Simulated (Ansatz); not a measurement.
Zn17O18 (cell with a defect)

```yaml
crystal:
  lattice:
    - [-4.91909, -2.84004, 5.29323]
    - [4.91909, -2.84004, 5.29323]
    - [0.00000, 5.68007, 5.29323]
  atoms:
    - { symbol: Zn, position: [0.61087, 0.28142, 0.60810] }
    - { symbol: Zn, position: [0.28174, 0.94150, 0.27715] }
    - { symbol: Zn, position: [0.94183, 0.28142, 0.27715] }
    - { symbol: Zn, position: [0.28175, 0.61054, 0.60811] }
    - { symbol: Zn, position: [0.61087, 0.94151, 0.94801] }
    - { symbol: Zn, position: [0.27724, 0.27691, 0.94351] }
    - { symbol: Zn, position: [0.93824, 0.93791, 0.60452] }
    - { symbol: Zn, position: [0.94183, 0.61054, 0.94801] }
    - { symbol: Zn, position: [0.55730, 0.22681, 0.22358] }
    - { symbol: Zn, position: [0.55569, 0.88809, 0.55469] }
    - { symbol: Zn, position: [0.22714, 0.55698, 0.22357] }
    - { symbol: Zn, position: [0.88842, 0.88810, 0.22197] }
    - { symbol: Zn, position: [0.22039, 0.22007, 0.55466] }
    - { symbol: Zn, position: [0.55731, 0.55697, 0.89340] }
    - { symbol: Zn, position: [0.22039, 0.88806, 0.88667] }
    - { symbol: Zn, position: [0.88842, 0.55537, 0.55470] }
    - { symbol: Zn, position: [0.88838, 0.22006, 0.88666] }
    - { symbol: O, position: [0.75905, 0.75873, 0.42533] }
    - { symbol: O, position: [0.73740, 0.40403, 0.73780] }
    - { symbol: O, position: [0.40436, 0.07122, 0.40367] }
    - { symbol: O, position: [0.07153, 0.40403, 0.40368] }
    - { symbol: O, position: [0.40436, 0.73708, 0.73781] }
    - { symbol: O, position: [0.73740, 0.07121, 0.07063] }
    - { symbol: O, position: [0.40350, 0.40317, 0.06977] }
    - { symbol: O, position: [0.06870, 0.06837, 0.73497] }
    - { symbol: O, position: [0.07153, 0.73707, 0.07064] }
    - { symbol: O, position: [0.68945, 0.32399, 0.35572] }
    - { symbol: O, position: [0.67950, 0.02050, 0.68710] }
    - { symbol: O, position: [0.32428, 0.68914, 0.35575] }
    - { symbol: O, position: [0.02082, 0.02050, 0.34578] }
    - { symbol: O, position: [0.34790, 0.34757, 0.68202] }
    - { symbol: O, position: [0.68944, 0.68913, 0.99060] }
    - { symbol: O, position: [0.34789, 0.01542, 0.01417] }
    - { symbol: O, position: [0.02082, 0.67916, 0.68710] }
    - { symbol: O, position: [0.01574, 0.34757, 0.01417] }
```

These are results of Ansatz 0.2.0, DFT PBE, scalar-relativistic, plane waves, PAW, not measurements.

The density is the valence pseudo-density of a PAW calculation; it isn't the true density close to the nuclei.

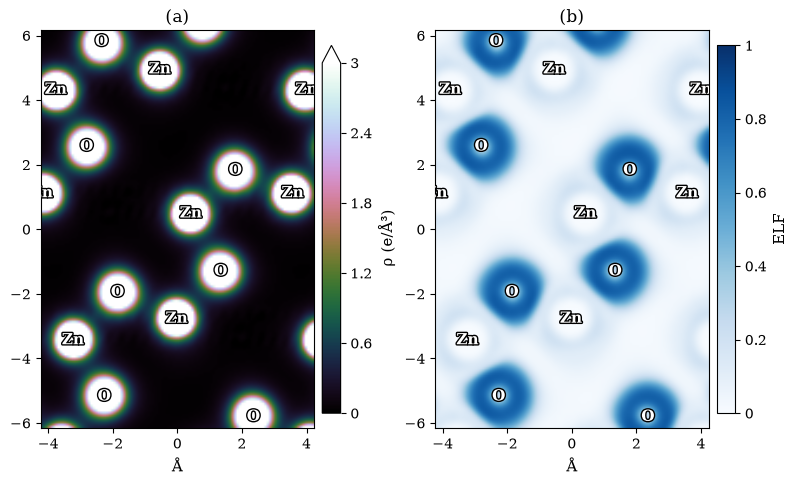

Figure 1. (a) valence charge density (pseudo); (b) ELF on the (101̄) plane of the calculation cell.

### Describe what can be read from this map.

- Atoms in the plane: Zn and O.
- Zn–O (1.92 Å): the density is about 0.68 e/Å³ at the midpoint; the ELF peaks at about 0.85 in the valence shell of O, 0.6 Å from its nucleus, and is about 0.30 at the midpoint; no localised pair shows between them.
- Zn–O (1.99 Å): ρ is about 0.57 e/Å³ halfway; the ELF peaks at about 0.85 in the valence shell of O, 0.6 Å from its nucleus, and is about 0.25 at the midpoint; no shared electron pair shows on this line.
- Zn–O (2.06 Å): ρ is about 0.52 e/Å³ halfway; the ELF peaks at about 0.85 in the valence shell of O, 0.6 Å from its nucleus, and is about 0.20 at the midpoint (no localised pair shows between them).
- The density dies away to nearly zero in the voids.

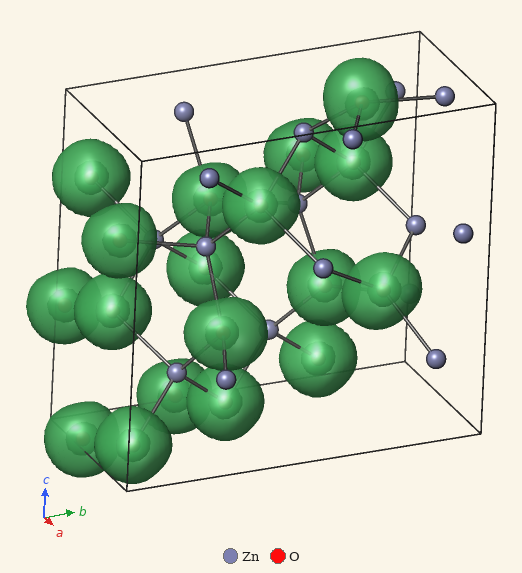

Figure 2. Isosurface of the ELF at 0.7 (green), seen slightly off an axis. Core shells and regions of very low density are left out. Sticks mark near contacts.

### Describe the localisation domains.

At this value the surface marks out 18 regions wrapped around O (the valence shell of each), counted in one cell of 35 atoms. Regions shared between cells count once. Profiles from the grid: Zn–O (1.91 Å): the ELF peaks at about 0.80 in the valence shell of O, 0.6 Å from its nucleus, and is about 0.30 at the midpoint; no shared electron pair shows on this line.

### Does the calculation give a band gap?

It is gapless in this calculation (a metal or semimetal).
